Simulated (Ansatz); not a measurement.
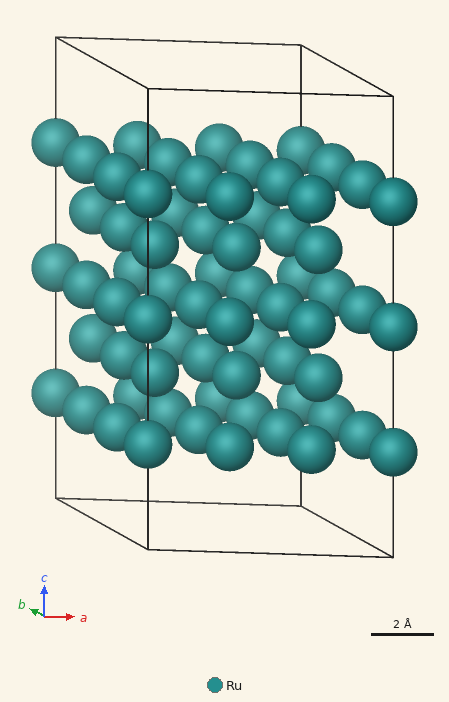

Figure 1. The input geometry (spheres-only view of the 3 × 3 repeat of the cell, with the vacuum cut short, seen slightly off an axis).

## Run report: Ru, geometry relaxation

Ru (slab, 5 atoms in the cell), computed with DFT, LDA, all-electron LAPW, scalar-relativistic, no spin polarisation (Ansatz 0.2.0).

It belongs to a series of runs on one base structure; here: atoms relaxed, LAPW.

The program's output
```
The last accepted step is kept in [file] (removed where the run ends without a failure and the disk answers)
LAPW: plane waves up to 9.216 Å⁻¹, error target 1.0e-3 eV per atom; small_component_spin mean_spin; Ru in spheres of 1.239 Å, 32 of its electrons in bands, Dirac shells [] (how accurate: hamiltonian.pseudopotentials.lapw.basis_error, Limitations)
Engine: ansatz 0.2.0, aarch64-unknown-linux-gnu
Pseudopotentials: kind: all_electron
Pseudopotential: Ru, LAPW, valence charge 32, lapw/all_electron/scalar/gaussian/Ru, Koelling and Harmon's equation, gaussian nucleus
Functional definition: SPW92
  exchange = slater_x
  correlation = pw_c
Crystal: 5 atoms, lattice volume = 151.537 Å³
Basis set: ecut = 323.588824256246 eV, 1931 PW (Γ), exchange–correlation at level 2
Bands: 96, of which v1, the nominal top of the filled ones, is band 80 counted from 1 (79 counted from 0)
Symmetry: 6 space group operations
k-points: 24 of 196 (time reversal used)
Non-local potential: Ru, projectors of the file, none
Initial density: superposition of atomic densities (neutral atoms: chi_scale 0, normalization atom)
Initial wavefunctions: plane waves of lowest kinetic energy (no species holds an atomic orbital)
Functional: x = slater, c = lda
iter 1 solved again at ethr=4.49e-3 eV; its pass at ethr=1.00e-1 eV (dr2=7.19e0 eV) is discarded
SCF iter   1: F=—  HF=-615875.694118 eV  |F-HF|=—  |Δ(HF+E_count)|=         —  Δρ=4.50e-2  dr2=7.19e0  ethr=4.49e-3  p=-0.000 e·Å  D=-9.00e-16 V/Å  ΔV_dip=0.00 eV  dr2_dipole=1.32e-12  V_vac-E_F(+/−)=6.16/6.16 eV  ⟨swp⟩=2.0  Hψ=13997  notcnv=0
efield: sawtooth ramp at fractional position 0.9500 (placed from the atoms, in the widest stretch of the axis that holds none; the zero of the levels goes with the place), width 0.1000; the density the first Hamiltonian is built on has a dipole p = -0.000 e·Å; the dipole correction subtracts the counter field D = -1.04e-14 V/Å, which shifts the + side's vacuum level by +0.00 eV against the − side's; the planar-averaged density in the ramp window peaks in size at 2.6e-6 e/Å³
preconditioner: auto → LDOS  [metal: Δε(μ)=0.014 eV  Ē_g=8.609 eV  σ=0.100 eV  W_gap=0.03  n_scr=38 (ndim 8)  ℏωp=19.1 eV  f_vac=0.538  D(μ)=4.85/eV (n_scr^D=18)  β→1.0]
SCF iter   2: F=—  HF=-615873.883092 eV  |F-HF|=—  |Δ(HF+E_count)|=    1.81e0  Δρ=1.99e-2  dr2=1.63e0  ethr=4.49e-3  p=-0.000 e·Å  D=-4.06e-7 V/Å  ΔV_dip=0.00 eV  dr2_dipole=4.39e-10  V_vac-E_F(+/−)=5.62/5.62 eV  ⟨swp⟩=3.0  Hψ=7387  notcnv=0
iter 3 solved again at ethr=7.82e-5 eV; its pass at ethr=1.02e-3 eV (dr2=1.25e-1 eV) is discarded
SCF iter   3: F=—  HF=-615872.324455 eV  |F-HF|=—  |Δ(HF+E_count)|=    1.56e0  Δρ=6.50e-3  dr2=1.25e-1  ethr=7.82e-5  p=-0.000 e·Å  D=-1.88e-7 V/Å  ΔV_dip=0.00 eV  dr2_dipole=3.57e-11  V_vac-E_F(+/−)=5.57/5.57 eV  ⟨swp⟩=2.0  Hψ=12434  notcnv=0
SCF iter   4: F=—  HF=-615872.270277 eV  |F-HF|=—  |Δ(HF+E_count)|=         —  Δρ=1.72e-3  dr2=4.70e-3  ethr=7.82e-5  p=0.000 e·Å  D=3.78e-7 V/Å  ΔV_dip=-0.00 eV  dr2_dipole=1.79e-12  V_vac-E_F(+/−)=5.43/5.43 eV  ⟨swp⟩=3.0  Hψ=7069  notcnv=0
the basis was enlarged: its passes take 643.2 KiB over the memory plan, 2 of 2 planned eigensolver slots
SCF iter   5: F=—  HF=-615872.268338 eV  |F-HF|=—  |Δ(HF+E_count)|=   1.94e-3  Δρ=4.75e-4  dr2=4.78e-4  ethr=2.94e-6  p=0.000 e·Å  D=1.48e-7 V/Å  ΔV_dip=-0.00 eV  dr2_dipole=8.67e-15  V_vac-E_F(+/−)=5.40/5.40 eV  ⟨swp⟩=3.0  Hψ=7219  notcnv=0
SCF iter   6: F=—  HF=-615872.268284 eV  |F-HF|=—  |Δ(HF+E_count)|=   5.37e-5  Δρ=1.32e-4  dr2=5.98e-5  ethr=2.99e-7  p=0.000 e·Å  D=9.67e-8 V/Å  ΔV_dip=-0.00 eV  dr2_dipole=4.20e-13  V_vac-E_F(+/−)=5.37/5.37 eV  ⟨swp⟩=2.9  Hψ=6872  notcnv=0
SCF iter   7: F=—  HF=-615872.268283 eV  |F-HF|=—  |Δ(HF+E_count)|=   1.31e-6  Δρ=4.69e-5  dr2=1.63e-5  ethr=3.74e-8  p=0.000 e·Å  D=2.93e-8 V/Å  ΔV_dip=-0.00 eV  dr2_dipole=1.66e-14  V_vac-E_F(+/−)=5.35/5.35 eV  ⟨swp⟩=3.0  Hψ=7074  notcnv=0
iter 8 did not close the SCF: its close was put off until two iterations running show no level that it waits for move by more than its bar (scf_convergence_deferred on its scf_iter line)
SCF iter   8: F=-615872.268280 eV  HF=-615872.268282 eV  |F-HF|=1.99e-6  |Δ(HF+E_count)|=   6.28e-7  Δρ=1.73e-5  dr2=1.51e-6  ethr=1.02e-8  p=0.000 e·Å  D=8.88e-9 V/Å  ΔV_dip=-0.00 eV  dr2_dipole=2.44e-16  V_vac-E_F(+/−)=5.35/5.35 eV  ⟨swp⟩=3.0  Hψ=7015  notcnv=0
SCF iter   9: F=-615872.268282 eV  HF=-615872.268282 eV  |F-HF|=2.85e-8  |Δ(HF+E_count)|=   3.47e-7  Δρ=4.21e-6  dr2=6.33e-8  ethr=9.46e-10  p=-0.000 e·Å  D=-4.96e-9 V/Å  ΔV_dip=0.00 eV  dr2_dipole=3.42e-15  V_vac-E_F(+/−)=5.34/5.34 eV  ⟨swp⟩=3.0  Hψ=7286  notcnv=0
SCF 1 converged in 9 iterations: F = -615872.268282 eV  dr2 = 6.33e-8
relax step   1: F+E_penalty+E_count = -615872.26828168 eV  Δ(F+E_penalty+E_count) = +0.000e0 eV  max|allowed force component| = 5.186e-3 eV/Å  Δτ_max = 0.0000 Å  (9 SCF iters, dr2 threshold 2.50e-6 eV, accepted)
Initial density: handed on by an earlier stage of this run
Initial wavefunctions: those handed on with the density
iter 1 solved again at ethr=3.93e-11 eV; its pass at ethr=1.00e-1 eV (dr2=6.29e-8 eV) is discarded
SCF iter   1: F=—  HF=-615872.268282 eV  |F-HF|=—  |Δ(HF+E_count)|=         —  Δρ=4.11e-6  dr2=6.29e-8  ethr=3.93e-11  p=-0.000 e·Å  D=-4.96e-9 V/Å  ΔV_dip=0.00 eV  dr2_dipole=3.38e-15  V_vac-E_F(+/−)=5.34/5.34 eV  ⟨swp⟩=2.0  Hψ=9595  notcnv=0
efield: sawtooth ramp at fractional position 0.9500 (handed on by an earlier solve), width 0.1000; the density the first Hamiltonian is built on has a dipole p = -0.000 e·Å; the dipole correction subtracts the counter field D = -4.96e-9 V/Å, which shifts the + side's vacuum level by +0.00 eV against the − side's; the planar-averaged density in the ramp window peaks in size at 5.9e-7 e/Å³
preconditioner: auto → LDOS  [metal: Δε(μ)=0.031 eV  Ē_g=8.158 eV  σ=0.100 eV  W_gap=0.08  n_scr=38 (ndim 8)  ℏωp=19.1 eV  f_vac=0.537  D(μ)=5.42/eV (n_scr^D=18)  β→1.0]
SCF iter   2: F=-615872.268282 eV  HF=-615872.268282 eV  |F-HF|=3.96e-9  |Δ(HF+E_count)|=   2.20e-8  Δρ=1.07e-6  dr2=6.40e-9  ethr=3.93e-11  p=0.000 e·Å  D=5.71e-10 V/Å  ΔV_dip=-0.00 eV  dr2_dipole=7.78e-16  V_vac-E_F(+/−)=5.34/5.34 eV  ⟨swp⟩=2.7  Hψ=6857  notcnv=0
SCF 2 converged in 2 iterations: F = -615872.268282 eV  dr2 = 6.40e-9
relax step   2: F+E_penalty+E_count = -615872.26828172 eV  Δ(F+E_penalty+E_count) = -4.470e-8 eV  max|allowed force component| = 5.335e-3 eV/Å  Δτ_max = 0.0000 Å  (2 SCF iters, accepted)
```

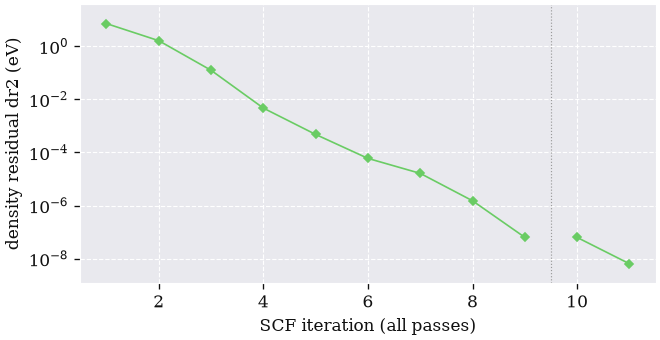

Figure 2. Convergence of the self-consistent field: density residual dr2 against the SCF iteration. The dotted lines part the SCF passes of the relaxation: geometry steps, rejected trials and re-solves on a re-selected basis. The passes take 9 and 2 iterations.

```
SCF converged after 2 iterations
Free energy (F): -615872.268282 eV
Harris-Foulkes:  -615872.268282 eV  (|F-HF|=3.96e-9)
Internal energy: -615872.090234 eV  (E = F + TS)
E sigma→0 (E₀):  -615872.179258 eV
Entropy (-TS):   -0.178047 eV (-35.609 meV/atom)
Fermi energy:    8.539695 eV
Dipole field:    D = 0.000000 V/Å  (p = 0.000000 e·Å, saw-weighted, corrected)
Work function:   Φ+ = 5.3445 eV   Φ− = 5.3445 eV
Levels:          The Fermi level and band energies are counted from a zero that moves with the ramp; work functions are not
--- Per-component energies (eV) ---
  E_band       = -27569.215927
  E_kinetic    = 640245.639834
  E_xc         = -17596.909862
  E_efield     = 0.000000  (sawtooth field / dipole correction)
  E_electrostatic = -1238520.820207  (all electrons and nuclei)
  E_smearing   = -0.178047  (= −TS)
  E_closure    = 0.000000  (closes the sum)
  E_atoms      = -615821.021713  (free atoms, spherical and without spin; not in F)
  Σ components = -615872.268282   (vs F -615872.268282, Δ=0.00e0)
  Basis errors (estimates in eV, not in F): energy 3.1e-4 per atom: plane waves 2.9e-4 (1.6e-4 summed), levels above the bands 6.4e-50, relativity 1.2e-8, radial functions 2.5e-5, core shells 3.8e-7; eigenvalues (radial functions only) 2.3e-7; not estimated: angular momenta, meshes, grids; target (lapw.basis_error) 1.0e-3; muffin-tin radii Ru 1.239 Å
--- Forces (eV/Å), atoms counted from 1 ---
  atom   1  Ru     0.00000000     0.00000000    -0.00533467
  atom   2  Ru    -0.00000000    -0.00000000    -0.00448289
  atom   3  Ru     0.00000000     0.00000000     0.00000029
  atom   4  Ru    -0.00000000    -0.00000000     0.00448238
  atom   5  Ru    -0.00000000     0.00000000     0.00533506
  max |Σ_I F_I| component: 1.70e-7 eV/Å
--- Stress (GPa, compression-positive) ---
       -3.375566       0.000000      -0.000000
        0.000000      -3.375566       0.000000
       -0.000000       0.000000       0.069039
  P = ⅓ Tr σ = -2.2274 GPa (-22.274 kbar)
--- Band table (eV; the first three rows and the last of 24) ---
  k-point 0: bands = ["-434.8530", "-434.8530", "-434.8317", "-434.8317", "-434.8317", "-434.8317", "-434.6308", "-434.6170", "-434.6170", "-434.4243", "-434.4243", "-434.4181", "-434.4181", "-434.4181", "-434.4181", "-261.6025", "-261.6025", "-261.6006", "-261.6006", "-261.6006", "-261.6006", "-261.5833", "-261.5833", "-261.5833", "-261.5833", "-261.3866", "-261.3766", "-261.3766", "-261.3701", "-261.3701", "-261.1812", "-261.1812", "-261.1698", "-261.1698", "-261.1698", "-261.1698", "-261.1678", "-261.1678", "-261.1678", "-261.1678", "-64.6205", "-64.5961", "-64.3397", "-64.1253", "-64.1244", "-35.1477", "-34.9181", "-34.3613", "-34.1950", "-34.1950", "-34.1786", "-34.1786", "-34.0000", "-33.9292", "-33.9292", "-33.8815", "-33.7100", "-33.7100", "-33.7096", "-33.7096", "0.5677", "1.4894", "2.0331", "2.4106", "2.5353", "5.4608", "5.4608", "5.5105", "5.5105", "5.6837", "5.8254", "5.8254", "5.8317", "6.1326", "6.1326", "6.1914", "6.4524", "6.4524", "7.1621", "7.4626", "7.4626", "8.2585", "8.2585", "8.9038", "9.1977", "9.1977", "9.7435", "9.7435", "9.7686", "9.8036", "9.8036", "13.6142", "13.8749", "14.8300", "16.1448", "17.6484"]
  k-point 1: bands = ["-434.8530", "-434.8530", "-434.8317", "-434.8317", "-434.8317", "-434.8317", "-434.6308", "-434.6170", "-434.6170", "-434.4243", "-434.4243", "-434.4181", "-434.4181", "-434.4181", "-434.4181", "-261.6025", "-261.6025", "-261.6006", "-261.6006", "-261.6006", "-261.6006", "-261.5833", "-261.5833", "-261.5833", "-261.5833", "-261.3866", "-261.3766", "-261.3766", "-261.3701", "-261.3701", "-261.1812", "-261.1812", "-261.1698", "-261.1698", "-261.1698", "-261.1698", "-261.1678", "-261.1678", "-261.1678", "-261.1678", "-64.6129", "-64.5894", "-64.3344", "-64.1199", "-64.1190", "-35.1311", "-34.9105", "-34.3909", "-34.2438", "-34.2071", "-34.1894", "-34.1873", "-34.0259", "-33.9394", "-33.9379", "-33.8934", "-33.7489", "-33.7445", "-33.7192", "-33.7187", "0.7587", "1.6732", "2.1908", "2.5834", "2.7235", "5.2739", "5.2945", "5.3446", "5.5966", "5.6424", "5.7416", "5.9195", "5.9370", "5.9607", "6.2241", "6.2641", "6.4285", "6.5965", "7.0827", "7.3933", "7.4094", "8.0722", "8.2131", "8.5640", "8.5891", "9.1685", "9.4557", "9.7641", "9.8659", "10.4690", "11.2169", "13.7703", "14.0541", "14.9838", "16.3051", "17.7816"]
  k-point 2: bands = ["-434.8530", "-434.8530", "-434.8317", "-434.8317", "-434.8317", "-434.8317", "-434.6308", "-434.6170", "-434.6170", "-434.4243", "-434.4243", "-434.4181", "-434.4181", "-434.4181", "-434.4181", "-261.6025", "-261.6025", "-261.6006", "-261.6006", "-261.6006", "-261.6006", "-261.5833", "-261.5833", "-261.5833", "-261.5833", "-261.3866", "-261.3766", "-261.3766", "-261.3701", "-261.3701", "-261.1812", "-261.1812", "-261.1698", "-261.1698", "-261.1698", "-261.1698", "-261.1678", "-261.1678", "-261.1678", "-261.1678", "-64.5916", "-64.5706", "-64.3198", "-64.1047", "-64.1040", "-35.0838", "-34.8921", "-34.4893", "-34.3719", "-34.2409", "-34.2197", "-34.1977", "-34.1217", "-33.9625", "-33.9562", "-33.9413", "-33.8506", "-33.8244", "-33.7448", "-33.7440", "1.2844", "2.1526", "2.5909", "3.0263", "3.2002", "4.7849", "4.8970", "4.9081", "5.3166", "5.6499", "5.7908", "5.9641", "5.9777", "6.1577", "6.3622", "6.3847", "6.6110", "6.7470", "7.0106", "7.1230", "7.4225", "7.5128", "8.0753", "8.1564", "8.7334", "9.0997", "9.8055", "10.0087", "10.0379", "11.5307", "12.6745", "14.2318", "14.6073", "15.4359", "16.7866", "18.1599"]
  k-point 23: bands = ["-434.8530", "-434.8530", "-434.8317", "-434.8317", "-434.8317", "-434.8317", "-434.6308", "-434.6170", "-434.6170", "-434.4243", "-434.4243", "-434.4181", "-434.4181", "-434.4181", "-434.4181", "-261.6025", "-261.6025", "-261.6006", "-261.6006", "-261.6006", "-261.6006", "-261.5833", "-261.5833", "-261.5833", "-261.5833", "-261.3866", "-261.3766", "-261.3766", "-261.3701", "-261.3701", "-261.1812", "-261.1812", "-261.1698", "-261.1698", "-261.1698", "-261.1698", "-261.1678", "-261.1678", "-261.1678", "-261.1678", "-64.4433", "-64.4430", "-64.2251", "-64.0019", "-64.0019", "-34.9682", "-34.9076", "-34.8699", "-34.7861", "-34.7650", "-34.7139", "-34.4797", "-34.4227", "-34.2783", "-34.2576", "-34.2416", "-34.1298", "-34.0899", "-34.0103", "-33.9873", "2.7554", "3.2315", "3.5654", "3.7759", "3.8534", "4.1013", "4.1317", "4.4130", "4.6920", "5.4565", "5.6083", "5.6457", "6.1356", "6.1565", "6.4739", "6.5396", "7.2361", "7.3901", "8.4080", "9.2300", "9.2414", "9.5614", "9.5908", "9.8954", "9.9028", "15.4317", "15.9072", "16.2125", "16.4578", "16.7935", "17.2534", "17.7031", "17.7955", "18.3210", "19.5735", "20.0682"]
--- Relaxed structure (2 steps of the walk, 2 accepted, 0 SCFs on fresh bases) ---
  F+E_penalty+E_count = -615872.26828172 eV   max|allowed force component| = 5.335e-3 eV/Å
  atoms:
    - { symbol: Ru, position: [-1.5407439555097887e-33, -2.0724163127327152e-17, 0.3298286216] }
    - { symbol: Ru, position: [0.33333333333333337, 0.6666666666666667, 0.41301186730000006] }
    - { symbol: Ru, position: [-1.5407439555097887e-33, -2.0724163127327152e-17, 0.5000000005000002] }
    - { symbol: Ru, position: [0.33333333333333337, 0.6666666666666667, 0.5869881316000001] }
    - { symbol: Ru, position: [-1.5407439555097887e-33, -2.0724163127327152e-17, 0.6701713788] }
```

Trajectory as extended XYZ (Å, eV, eV/Å), 2 frames, from step=1 to step=2
```
5
Lattice="2.6753 0.0000 0.0000 -1.3376 2.3168 0.0000 0.0000 0.0000 24.4488" Properties=species:S:1:pos:R:3:forces:R:3 step=1 energy=-615872.26828
Ru    0.0000    0.0000    8.0639    0.0000   0.0000  -0.0052
Ru    0.0000    1.5446   10.0976    0.0000   0.0000  -0.0050
Ru    0.0000    0.0000   12.2244    0.0000   0.0000   0.0000
Ru    0.0000    1.5446   14.3512    0.0000   0.0000   0.0050
Ru    0.0000    0.0000   16.3849    0.0000   0.0000   0.0052
5
Lattice="2.6753 0.0000 0.0000 -1.3376 2.3168 0.0000 0.0000 0.0000 24.4488" Properties=species:S:1:pos:R:3:forces:R:3 step=2 energy=-615872.26828
Ru    0.0000    0.0000    8.0639    0.0000   0.0000  -0.0053
Ru    0.0000    1.5446   10.0976    0.0000   0.0000  -0.0045
Ru    0.0000    0.0000   12.2244    0.0000   0.0000   0.0000
Ru    0.0000    1.5446   14.3512    0.0000   0.0000   0.0045
Ru    0.0000    0.0000   16.3849    0.0000   0.0000   0.0053
```

The run was set up as follows.

Input
```yaml
crystal:
  lattice:
    - [2.6752522144, 0.0, 0.0]
    - [-1.3376261072, 2.3168363792, 0.0]
    - [0.0, 0.0, 24.4488]
  atoms:
    - { symbol: Ru, position: [0.0, 0.0, 0.3298286216] }
    - { symbol: Ru, position: [0.3333333333, 0.6666666667, 0.4130118673] }
    - { symbol: Ru, position: [0.0, 0.0, 0.5000000005] }
    - { symbol: Ru, position: [0.3333333333, 0.6666666667, 0.5869881316] }
    - { symbol: Ru, position: [0.0, 0.0, 0.6701713788] }
kpoints:
  mp_grid: { grid: [14, 14, 1] }
scf:
  occupations: { method: fermi_dirac, width: 0.1 }
hamiltonian:
  xc: lda
  pseudopotentials: { kind: all_electron, lapw: { basis_error: 0.001 } }
output:
  forces: true
  stress: true
  eigenvalues: true
relax:
  f_tol: 0.01
  max_steps: 12
efield:
  axis: 3
  amplitude: 0
  dipole_correction: true
```

Run as:
```bash
ansatz run input.yaml --threads 2 --pin off --max-ram 4096MiB --backend cpu --events-out ev --progress --plain --runs-dir out
```

Key numbers

```json
{"quantity": "outcome", "value": "converged"}
{"quantity": "electrons in bands (core shells apart)", "value": "160"}
{"quantity": "free energy", "value": "−615872.2683 eV"}
{"quantity": "Fermi energy", "value": "8.540 eV"}
{"quantity": "final volume", "value": "151.54 Å³"}
{"quantity": "largest force (length of the vector) at the end", "value": "0.005 eV/Å"}
{"quantity": "hardware", "value": "2 threads of Arm Neoverse V2, 24 GiB of memory available, shared host"}
{"quantity": "wall time", "value": "2.6 min (CPU time 5.1 min)"}
{"quantity": "peak memory", "value": "0.97 GiB"}
```
